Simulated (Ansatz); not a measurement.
Run report: MnSi₃₀, geometry relaxation (part 1 of 3)

System: MnSi₃₀ (defect cell, 31 atoms in the cell).
Method: DFT PBE, scalar-relativistic, plane waves, PAW, spin-polarised (Ansatz 0.2.0).

The structure derives from a Materials Project entry. It belongs to a series of runs on one base structure; here: Mn on a Si site beside a Si vacancy, charge +0, atoms relaxed. Figures and captions count atoms from 1; the log counts them from 0 in places.

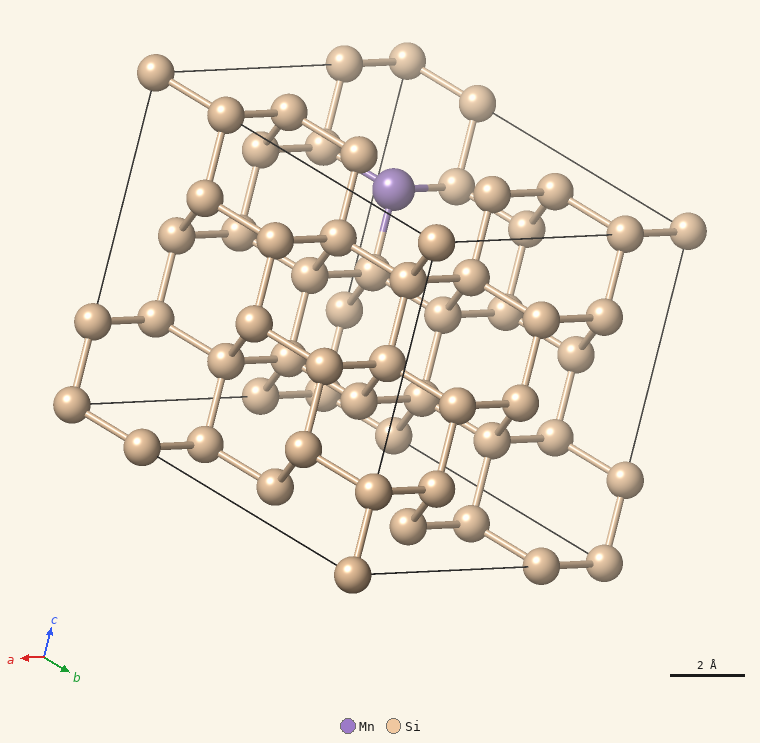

Figure 1. The starting structure (ball-and-stick view of the cell of the calculation, seen at an oblique angle). An atom can appear more than once, as a periodic image.

### Input file
```yaml
crystal:
  lattice:
    - [-5.4700936587, 5.4700936587, -5.4700936587]
    - [5.4700936587, 5.4700936587, 5.4700936587]
    - [5.4700936587, -5.4700936587, -5.4700936587]
  atoms:
    - { symbol: Mn, position: [0.25, 0.25, 0.75], spin: 4.0 }
    - { symbol: Si, position: [0.0, 0.5, 0.75] }
    - { symbol: Si, position: [0.5, 0.25, 0.5] }
    - { symbol: Si, position: [0.75, 0.75, 0.75] }
    - { symbol: Si, position: [0.25, 0.5, 0.5] }
    - { symbol: Si, position: [0.5, 0.0, 0.75] }
    - { symbol: Si, position: [0.0, 0.75, 0.5] }
    - { symbol: Si, position: [0.75, 0.25, 0.25] }
    - { symbol: Si, position: [0.5, 0.5, 0.25] }
    - { symbol: Si, position: [0.75, 0.0, 0.5] }
    - { symbol: Si, position: [0.0, 0.25, 0.0] }
    - { symbol: Si, position: [0.25, 0.75, 0.25] }
    - { symbol: Si, position: [0.0, 0.0, 0.25] }
    - { symbol: Si, position: [0.75, 0.5, 0.0] }
    - { symbol: Si, position: [0.5, 0.75, 0.0] }
    - { symbol: Si, position: [0.25, 0.0, 0.0] }
    - { symbol: Si, position: [0.25, 0.25, 0.5] }
    - { symbol: Si, position: [0.0, 0.5, 0.5] }
    - { symbol: Si, position: [0.5, 0.25, 0.25] }
    - { symbol: Si, position: [0.75, 0.75, 0.5] }
    - { symbol: Si, position: [0.25, 0.5, 0.25] }
    - { symbol: Si, position: [0.5, 0.0, 0.5] }
    - { symbol: Si, position: [0.0, 0.75, 0.25] }
    - { symbol: Si, position: [0.75, 0.25, 0.0] }
    - { symbol: Si, position: [0.75, 0.0, 0.25] }
    - { symbol: Si, position: [0.0, 0.25, 0.75] }
    - { symbol: Si, position: [0.25, 0.75, 0.0] }
    - { symbol: Si, position: [0.0, 0.0, 0.0] }
    - { symbol: Si, position: [0.75, 0.5, 0.75] }
    - { symbol: Si, position: [0.5, 0.75, 0.75] }
    - { symbol: Si, position: [0.25, 0.0, 0.75] }
basis:
  ecutwfc: 420
  xc_grid: 2
kpoints:
  mp_grid: { grid: [2, 2, 2], shift: [0.5, 0.5, 0.5] }
hamiltonian:
  xc: pbe
scf:
  occupations: { method: gaussian, width: 0.02 }
output:
  forces: true
  stress: false
  eigenvalues: true
  populations: true
  write_density: true
  write_potential: true
  elf: true
  volumetric_format: npy
magnetization:
  spin_polarized: true
relax:
  adjacent_minimum: "off"
  f_tol: 0.02
  max_steps: 60
```

Command:
```bash
ansatz run input.yaml --threads 4 --pin off --max-ram 10240MiB --backend cpu --events-out ev --progress --plain --runs-dir out
```

### What the program printed
```
Engine: ansatz 0.2.0, aarch64-unknown-linux-gnu
Pseudopotentials: kind: paw
Pseudopotential: Mn, paw, valence charge 15, recommended cutoff 420 eV (normal), Mn.paw.azcp
Pseudopotential: Si, paw, valence charge 4, recommended cutoff 420 eV (normal), Si.paw.azcp
Functional definition: PBE
  parameter kappa = 0.804
  parameter beta = 0.06672455060314922
  exchange = pbe_x(kappa = kappa, mu = beta*pi^2/3)
  correlation = pbe_c(beta = beta)
Crystal: 31 atoms, lattice volume = 654.703 Å³
Basis set: ecut = 420 eV, 12839 PW (Γ), exchange–correlation on 128×128×128 points (8 copies of the dense FFT grid, shifted against one another)
Bands: 101, of which v1, the nominal top of the filled ones, is band 68 counted from 1 (67 counted from 0)
Symmetry: 6 space group operations
Space group: R3m (ITA 160), of the structure as read, at distance tolerance 8.7e-5 Å
Magnetic group: BNS 160.65 (UNI 1295), of the structure as read, at distance tolerance 8.7e-5 Å
k-points: 2 of 8 (time reversal used)
Non-local potential: Mn, projectors of the file, l = 0: 3, l = 1: 2, l = 2: 3, l = 3: 1
Non-local potential: Si, projectors of the file, l = 0: 2, l = 1: 2, l = 2: 2
PAW form: soft (Blöchl's): semilocal exchange-correlation on the pseudo side does not see the compensation charge
PAW one-centre angular grid: Mn, 590 points (default); XC on 64 Gauss nodes
PAW one-centre angular grid: Si, 110 points (default); XC on 64 Gauss nodes
Initial density: superposition of atomic densities (chi_scale 0.1, normalization cell)
Starting moments: Σ|m| = 4 μB on 1 of 31 sites
Initial wavefunctions: pseudopotential atomic-orbital guess
Functional: x = pbe(κ = 0.804, μ = 0.2195149727645171), c = pbe(β = 0.06672455060314922)
SCF iter   1: F=—  HF=-22970.462486 eV  |F-HF|=—  |Δ(HF+E_count)|=         —  Δρ=2.26e-2 (↑2.20e-2 ↓2.26e-2)  dr2=1.37e1  dr2_m=1.08e-1  M=5.000 μB ∫|m|=5.077 μB  β_m=0.30  ethr=3.10e-3  ⟨swp⟩=6.8  Hψ=1961  notcnv=0  defer=36
Mixer restart at iter 1: flushing history
preconditioner: auto → Resta (q_TF=auto, 2.097 Å⁻¹)  ε∞=5.6  [insulator: Δε(μ)=0.159 eV  Ē_g=7.595 eV  σ=0.020 eV  W_gap=1.00  n_scr=86 (ndim 8)  ℏωp=16.4 eV  f_vac=0.000  D(μ)=0.00/eV (n_scr^D=0)  ε∞_Penn≈5.6]
spin=Collinear: Resta preconditioning applied to the charge; magnetization (m = ρ↑ − ρ↓) channel mixes plain (no charge-response kernel on spin).
SCF iter   2: F=—  HF=-22969.222677 eV  |F-HF|=—  |Δ(HF+E_count)|=    1.24e0  Δρ=1.67e-2 (↑1.62e-2 ↓1.67e-2)  dr2=7.06e0  dr2_m=5.17e-2  M=4.995 μB ∫|m|=5.132 μB  β_m=0.65  ethr=3.10e-3  ⟨swp⟩=2.0  Hψ=487  notcnv=0  defer=49
SCF iter   3: F=—  HF=-22968.107774 eV  |F-HF|=—  |Δ(HF+E_count)|=    1.11e0  Δρ=3.24e-3 (↑3.24e-3 ↓2.36e-3)  dr2=1.26e-1  dr2_m=2.53e-2  M=4.934 μB ∫|m|=5.305 μB  β_m=0.75  ethr=3.10e-3  ⟨swp⟩=3.5  Hψ=641  notcnv=0  defer=108
SCF iter   4: F=—  HF=-22968.147616 eV  |F-HF|=—  |Δ(HF+E_count)|=         —  Δρ=2.24e-3 (↑1.25e-3 ↓2.24e-3)  dr2=9.12e-2  dr2_m=2.50e-3  M=4.996 μB ∫|m|=5.361 μB  β_m=0.75  ethr=9.37e-5  ⟨swp⟩=2.5  Hψ=776  notcnv=0  defer=108
Mixer restart at iter 4: flushing history
SCF iter   5: F=—  HF=-22968.181802 eV  |F-HF|=—  |Δ(HF+E_count)|=   3.42e-2  Δρ=4.42e-3 (↑4.42e-3 ↓1.10e-3)  dr2=1.82e-1  dr2_m=1.76e-2  M=4.992 μB ∫|m|=5.416 μB  β_m=0.41  ethr=6.76e-5  ⟨swp⟩=3.8  Hψ=759  notcnv=0  defer=108  recentre
SCF iter   6: F=—  HF=-22968.152815 eV  |F-HF|=—  |Δ(HF+E_count)|=   2.90e-2  Δρ=1.01e-3 (↑4.44e-4 ↓1.01e-3)  dr2=1.39e-2  dr2_m=1.37e-3  M=4.998 μB ∫|m|=5.384 μB  β_m=0.68  ethr=6.76e-5  ⟨swp⟩=3.0  Hψ=754  notcnv=0  defer=108
SCF iter   7: F=—  HF=-22968.159358 eV  |F-HF|=—  |Δ(HF+E_count)|=   6.54e-3  Δρ=8.95e-5 (↑7.37e-5 ↓8.95e-5)  dr2=2.66e-4  dr2_m=4.92e-6  M=5.000 μB ∫|m|=5.402 μB  β_m=0.82  ethr=1.03e-5  ⟨swp⟩=2.0  Hψ=593  notcnv=0  defer=108
SCF iter   8: F=—  HF=-22968.159656 eV  |F-HF|=—  |Δ(HF+E_count)|=   2.98e-4  Δρ=5.09e-5 (↑5.09e-5 ↓2.07e-5)  dr2=9.01e-6  dr2_m=6.36e-6  M=5.000 μB ∫|m|=5.404 μB  β_m=0.88  ethr=1.97e-7  ⟨swp⟩=2.0  Hψ=658  notcnv=0  defer=108
SCF iter   9: F=-22968.159662 eV  HF=-22968.159662 eV  |F-HF|=2.68e-7  |Δ(HF+E_count)|=   6.10e-6  Δρ=7.43e-6 (↑5.92e-6 ↓7.43e-6)  dr2=6.61e-7  dr2_m=1.84e-7  M=5.000 μB ∫|m|=5.404 μB  ethr=6.67e-9  ⟨swp⟩=20.5  Hψ=4012  notcnv=0
SCF 1 converged in 9 iterations: F = -22968.159662 eV  dr2 = 6.61e-7
  greatest PAW one-centre occupation: 1.002 electrons in one spin orbital (limit 2), on the Mn atom at site 0 (counted from 0), in its partial waves of l = 1
relax step   1: F+E_penalty+E_count = -22968.15966230 eV  Δ(F+E_penalty+E_count) = +0.000e0 eV  max|allowed force component| = 7.396e-1 eV/Å  Δτ_max = 0.0000 Å  (9 SCF iters, dr2 threshold 1.00e-5 eV, accepted)
Initial density: handed on by an earlier stage of this run
Starting moments: Σ|m| = 4 μB on 1 of 31 sites; this step starts from the density that it was given
Initial wavefunctions: those handed on with the density
iter 1 solved again at ethr=1.17e-4 eV; its pass at ethr=3.10e-3 eV (dr2=1.58e-1 eV) is discarded
SCF iter   1: F=—  HF=-22968.369181 eV  |F-HF|=—  |Δ(HF+E_count)|=         —  Δρ=6.95e-3 (↑3.22e-3 ↓6.95e-3)  dr2=1.59e-1  dr2_m=1.26e-1  M=4.971 μB ∫|m|=5.437 μB  β_m=0.30  ethr=1.17e-4  ⟨swp⟩=1.2  Hψ=1477  notcnv=0  defer=107
preconditioner: auto → Resta (q_TF=auto, 2.097 Å⁻¹)  ε∞=5.8  [insulator: Δε(μ)=0.056 eV  Ē_g=7.443 eV  σ=0.020 eV  W_gap=0.95  n_scr=86 (ndim 8)  ℏωp=16.4 eV  f_vac=0.000  D(μ)=4.96/eV (n_scr^D=18)  ε∞_Penn≈5.8]
spin=Collinear: Resta preconditioning applied to the charge; magnetization (m = ρ↑ − ρ↓) channel mixes plain (no charge-response kernel on spin).
SCF iter   2: F=—  HF=-22968.392561 eV  |F-HF|=—  |Δ(HF+E_count)|=   2.34e-2  Δρ=4.71e-3 (↑2.40e-3 ↓4.71e-3)  dr2=5.79e-2  dr2_m=6.30e-2  M=4.974 μB ∫|m|=5.436 μB  β_m=0.58  ethr=1.17e-4  ⟨swp⟩=2.5  Hψ=485  notcnv=0  defer=107
SCF iter   3: F=—  HF=-22968.443153 eV  |F-HF|=—  |Δ(HF+E_count)|=   5.06e-2  Δρ=7.98e-4 (↑7.98e-4 ↓5.85e-4)  dr2=2.82e-3  dr2_m=2.04e-3  M=4.989 μB ∫|m|=5.448 μB  β_m=0.55  ethr=4.29e-5  ⟨swp⟩=3.0  Hψ=718  notcnv=0  defer=108
SCF iter   4: F=—  HF=-22968.444166 eV  |F-HF|=—  |Δ(HF+E_count)|=   1.01e-3  Δρ=2.59e-4 (↑2.25e-4 ↓2.59e-4)  dr2=1.07e-3  dr2_m=1.38e-4  M=4.989 μB ∫|m|=5.451 μB  β_m=0.69  ethr=2.09e-6  ⟨swp⟩=2.5  Hψ=699  notcnv=0  defer=108
SCF iter   5: F=—  HF=-22968.446205 eV  |F-HF|=—  |Δ(HF+E_count)|=   2.04e-3  Δρ=1.89e-4 (↑9.99e-5 ↓1.89e-4)  dr2=2.90e-4  dr2_m=1.08e-4  M=4.993 μB ∫|m|=5.459 μB  β_m=0.84  ethr=7.91e-7  ⟨swp⟩=2.0  Hψ=691  notcnv=0  defer=108
SCF iter   6: F=—  HF=-22968.446945 eV  |F-HF|=—  |Δ(HF+E_count)|=   7.40e-4  Δρ=1.46e-4 (↑1.46e-4 ↓6.51e-5)  dr2=4.12e-5  dr2_m=6.07e-5  M=4.995 μB ∫|m|=5.465 μB  β_m=0.92  ethr=2.15e-7  ⟨swp⟩=2.8  Hψ=744  notcnv=0  defer=108
SCF iter   7: F=—  HF=-22968.446928 eV  |F-HF|=—  |Δ(HF+E_count)|=   1.72e-5  Δρ=4.49e-5 (↑4.49e-5 ↓1.04e-5)  dr2=2.18e-5  dr2_m=2.09e-6  M=4.995 μB ∫|m|=5.466 μB  β_m=0.91  ethr=3.05e-8  ⟨swp⟩=2.2  Hψ=687  notcnv=0  defer=108
SCF iter   8: F=-22968.446925 eV  HF=-22968.446929 eV  |F-HF|=4.37e-6  |Δ(HF+E_count)|=   1.44e-6  Δρ=1.21e-5 (↑1.21e-5 ↓1.18e-5)  dr2=4.49e-6  dr2_m=1.73e-8  M=4.995 μB ∫|m|=5.465 μB  ethr=1.61e-8  ⟨swp⟩=17.5  Hψ=3533  notcnv=0
SCF 2 converged in 8 iterations: F = -22968.446925 eV  dr2 = 4.49e-6
[... from here on the iterations of each SCF are left out, up to the last one ...]
relax step   2: F+E_penalty+E_count = -22968.44692478 eV  Δ(F+E_penalty+E_count) = -2.873e-1 eV  max|allowed force component| = 5.876e-1 eV/Å  Δτ_max = 0.1969 Å  (8 SCF iters, dr2 threshold 3.42e-5 eV, accepted)
preconditioner: auto → Kerker (q_TF=auto, 2.097 Å⁻¹)  [metal: Δε(μ)=0.011 eV  Ē_g=7.433 eV  σ=0.020 eV  W_gap=0.29  n_scr=86 (ndim 8)  ℏωp=16.4 eV  f_vac=0.000  D(μ)=42.66/eV (n_scr^D=428)]
spin=Collinear: Kerker preconditioning applied to the charge; magnetization (m = ρ↑ − ρ↓) channel mixes plain (no charge-response kernel on spin).
preconditioner: auto → Resta (q_TF=auto, 2.097 Å⁻¹)  ε∞=5.8  [insulator: Δε(μ)=0.023 eV  Ē_g=7.436 eV  σ=0.020 eV  W_gap=0.54  n_scr=86 (ndim 8)  ℏωp=16.4 eV  f_vac=0.000  D(μ)=31.30/eV (n_scr^D=320)  ε∞_Penn≈5.8]
spin=Collinear: Resta preconditioning applied to the charge; magnetization (m = ρ↑ − ρ↓) channel mixes plain (no charge-response kernel on spin).
SCF 3 converged in 10 iterations: F = -22968.704557 eV  dr2 = 3.21e-7
relax step   3: F+E_penalty+E_count = -22968.70455677 eV  Δ(F+E_penalty+E_count) = -2.576e-1 eV  max|allowed force component| = 4.526e-1 eV/Å  Δτ_max = 0.1987 Å  (10 SCF iters, dr2 threshold 2.16e-5 eV, accepted)
preconditioner: auto → Resta (q_TF=auto, 2.097 Å⁻¹)  ε∞=5.9  [insulator: Δε(μ)=0.038 eV  Ē_g=7.422 eV  σ=0.020 eV  W_gap=0.65  n_scr=86 (ndim 8)  ℏωp=16.4 eV  f_vac=0.000  D(μ)=20.59/eV (n_scr^D=140)  ε∞_Penn≈5.9]
spin=Collinear: Resta preconditioning applied to the charge; magnetization (m = ρ↑ − ρ↓) channel mixes plain (no charge-response kernel on spin).
SCF 4 converged in 8 iterations: F = -22968.902836 eV  dr2 = 4.40e-6
relax step   4: F+E_penalty+E_count = -22968.90283606 eV  Δ(F+E_penalty+E_count) = -1.983e-1 eV  max|allowed force component| = 3.235e-1 eV/Å  Δτ_max = 0.1929 Å  (8 SCF iters, dr2 threshold 1.00e-4 eV, accepted)
preconditioner: auto → Resta (q_TF=auto, 2.097 Å⁻¹)  ε∞=5.9  [insulator: Δε(μ)=0.069 eV  Ē_g=7.411 eV  σ=0.020 eV  W_gap=0.67  n_scr=86 (ndim 8)  ℏωp=16.4 eV  f_vac=0.000  D(μ)=19.28/eV (n_scr^D=140)  ε∞_Penn≈5.9]
spin=Collinear: Resta preconditioning applied to the charge; magnetization (m = ρ↑ − ρ↓) channel mixes plain (no charge-response kernel on spin).
SCF 5 converged in 8 iterations: F = -22969.064495 eV  dr2 = 1.37e-5
relax step   5: F+E_penalty+E_count = -22969.06449451 eV  Δ(F+E_penalty+E_count) = -1.617e-1 eV  max|allowed force component| = 2.472e-1 eV/Å  Δτ_max = 0.1914 Å  (8 SCF iters, dr2 threshold 5.34e-5 eV, accepted)
preconditioner: auto → Resta (q_TF=auto, 2.097 Å⁻¹)  ε∞=5.9  [insulator: Δε(μ)=0.105 eV  Ē_g=7.398 eV  σ=0.020 eV  W_gap=0.67  n_scr=86 (ndim 8)  ℏωp=16.4 eV  f_vac=0.000  D(μ)=19.28/eV (n_scr^D=140)  ε∞_Penn≈5.9]
spin=Collinear: Resta preconditioning applied to the charge; magnetization (m = ρ↑ − ρ↓) channel mixes plain (no charge-response kernel on spin).
SCF 6 converged in 8 iterations: F = -22969.163712 eV  dr2 = 7.52e-6
relax step   6: F+E_penalty+E_count = -22969.16371238 eV  Δ(F+E_penalty+E_count) = -9.922e-2 eV  max|allowed force component| = 1.370e-1 eV/Å  Δτ_max = 0.1956 Å  (8 SCF iters, dr2 threshold 3.12e-5 eV, accepted)
preconditioner: auto → Resta (q_TF=auto, 2.097 Å⁻¹)  ε∞=5.9  [insulator: Δε(μ)=0.103 eV  Ē_g=7.393 eV  σ=0.020 eV  W_gap=0.67  n_scr=86 (ndim 8)  ℏωp=16.4 eV  f_vac=0.000  D(μ)=19.28/eV (n_scr^D=140)  ε∞_Penn≈5.9]
spin=Collinear: Resta preconditioning applied to the charge; magnetization (m = ρ↑ − ρ↓) channel mixes plain (no charge-response kernel on spin).
SCF 7 converged in 8 iterations: F = -22969.188199 eV  dr2 = 1.31e-6
relax step   7: F+E_penalty+E_count = -22969.18819924 eV  Δ(F+E_penalty+E_count) = -2.449e-2 eV  max|allowed force component| = 2.960e-2 eV/Å  Δτ_max = 0.1664 Å  (8 SCF iters, dr2 threshold 5.77e-6 eV, accepted)
SCF iter   1: F=—  HF=-22969.188531 eV  |F-HF|=—  |Δ(HF+E_count)|=         —  Δρ=2.64e-4 (↑2.16e-4 ↓2.64e-4)  dr2=1.18e-3  dr2_m=1.83e-4  M=3.500 μB ∫|m|=4.297 μB  β_m=0.65  ethr=2.08e-5  ⟨swp⟩=2.8  Hψ=682  notcnv=0  defer=111
preconditioner: auto → Resta (q_TF=auto, 2.097 Å⁻¹)  ε∞=5.9  [insulator: Δε(μ)=0.095 eV  Ē_g=7.396 eV  σ=0.020 eV  W_gap=0.67  n_scr=86 (ndim 8)  ℏωp=16.4 eV  f_vac=0.000  D(μ)=19.28/eV (n_scr^D=140)  ε∞_Penn≈5.9]
spin=Collinear: Resta preconditioning applied to the charge; magnetization (m = ρ↑ − ρ↓) channel mixes plain (no charge-response kernel on spin).
SCF iter   2: F=—  HF=-22969.188702 eV  |F-HF|=—  |Δ(HF+E_count)|=   1.71e-4  Δρ=1.00e-4 (↑7.80e-5 ↓1.00e-4)  dr2=1.16e-4  dr2_m=2.15e-5  M=3.500 μB ∫|m|=4.297 μB  β_m=0.55  ethr=8.76e-7  ⟨swp⟩=2.0  Hψ=688  notcnv=0  defer=111
SCF iter   3: F=—  HF=-22969.188719 eV  |F-HF|=—  |Δ(HF+E_count)|=   1.67e-5  Δρ=5.35e-5 (↑5.22e-5 ↓5.35e-5)  dr2=2.51e-5  dr2_m=9.19e-6  M=3.500 μB ∫|m|=4.298 μB  β_m=0.77  ethr=8.61e-8  ⟨swp⟩=2.0  Hψ=665  notcnv=0  defer=111
SCF iter   4: F=—  HF=-22969.188726 eV  |F-HF|=—  |Δ(HF+E_count)|=   7.43e-6  Δρ=2.11e-5 (↑2.11e-5 ↓1.26e-5)  dr2=6.26e-6  dr2_m=2.03e-7  M=3.500 μB ∫|m|=4.299 μB  β_m=0.66  ethr=1.86e-8  ⟨swp⟩=2.0  Hψ=670  notcnv=0  defer=111
SCF iter   5: F=—  HF=-22969.188726 eV  |F-HF|=—  |Δ(HF+E_count)|=   5.23e-7  Δρ=8.07e-6 (↑8.07e-6 ↓5.87e-6)  dr2=2.48e-7  dr2_m=2.38e-7  M=3.500 μB ∫|m|=4.299 μB  β_m=0.82  ethr=4.64e-9  ⟨swp⟩=2.0  Hψ=670  notcnv=0  defer=111
SCF iter   6: F=—  HF=-22969.188726 eV  |F-HF|=—  |Δ(HF+E_count)|=   5.84e-8  Δρ=2.88e-6 (↑2.88e-6 ↓1.41e-6)  dr2=3.68e-8  dr2_m=2.22e-8  M=3.500 μB ∫|m|=4.299 μB  β_m=0.91  ethr=1.84e-10  ⟨swp⟩=2.0  Hψ=671  notcnv=0  defer=111
SCF iter   7: F=—  HF=-22969.188726 eV  |F-HF|=—  |Δ(HF+E_count)|=   1.21e-9  Δρ=1.19e-6 (↑1.19e-6 ↓2.66e-7)  dr2=1.06e-8  dr2_m=1.54e-9  M=3.500 μB ∫|m|=4.299 μB  β_m=0.93  ethr=2.72e-11  ⟨swp⟩=2.0  Hψ=631  notcnv=0  defer=111
SCF iter   8: F=-22969.188726 eV  HF=-22969.188726 eV  |F-HF|=2.46e-8  |Δ(HF+E_count)|=   3.59e-9  Δρ=9.12e-7 (↑7.27e-7 ↓9.12e-7)  dr2=2.59e-8  dr2_m=8.35e-11  M=3.500 μB ∫|m|=4.299 μB  ethr=7.87e-12  ⟨swp⟩=12.5  Hψ=2761  notcnv=0
SCF 8 converged in 8 iterations: F = -22969.188726 eV  dr2 = 2.59e-8
relax step   8: F+E_penalty+E_count = -22969.18872568 eV  Δ(F+E_penalty+E_count) = -5.264e-4 eV  max|allowed force component| = 4.327e-3 eV/Å  Δτ_max = 0.0075 Å  (8 SCF iters, accepted)
```

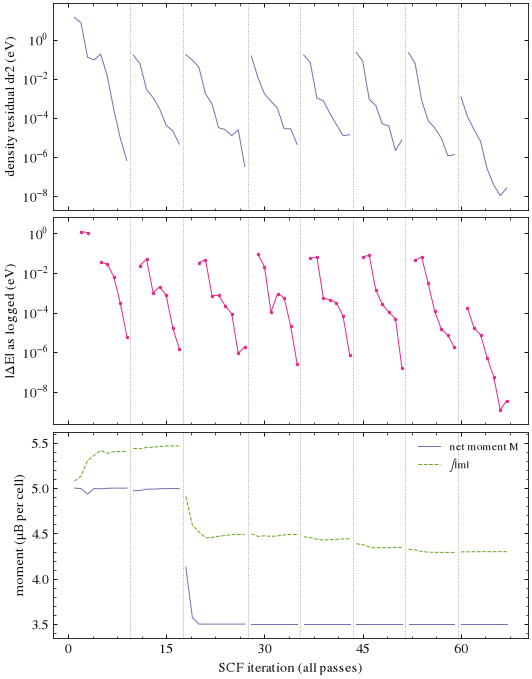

Figure 2. Convergence of the self-consistent field: density residual dr2, size of the energy change and magnetic moment against the SCF iteration. The dotted lines part the SCF passes of the relaxation: geometry steps, rejected trials and re-solves on a re-selected basis. The 8 passes take 8 to 10 iterations each, 67 in all. The net moment goes from 5.0 to 3.5 μB per cell.

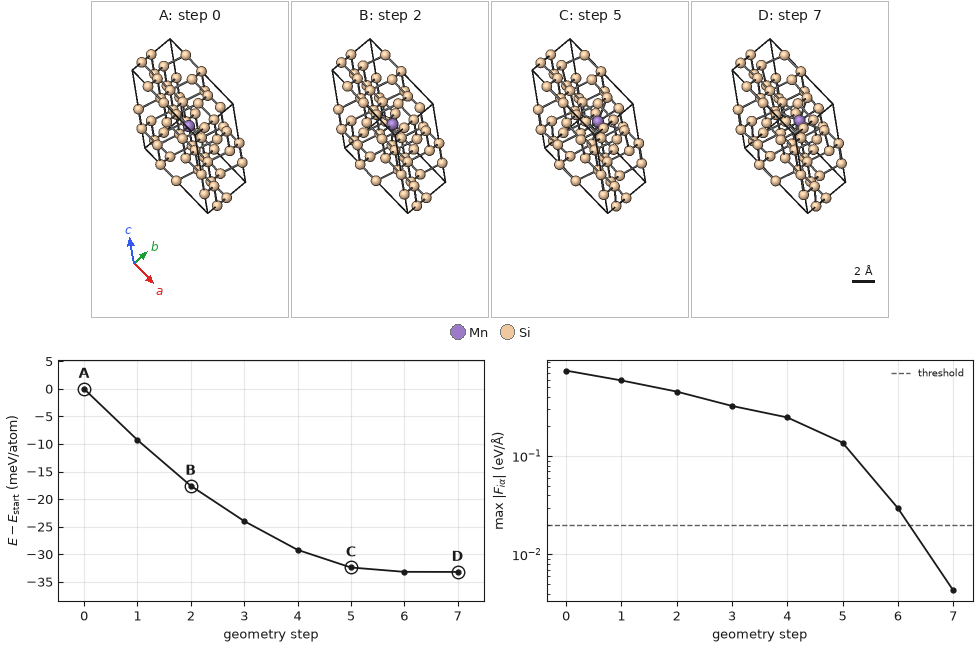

Figure 3. Frames of the relaxation (ball-and-stick view of the cell of the calculation (origin shifted), seen slightly off an axis) above the curves, on which the letters mark them (the first geometry is step 0 here and step 1 in the log).
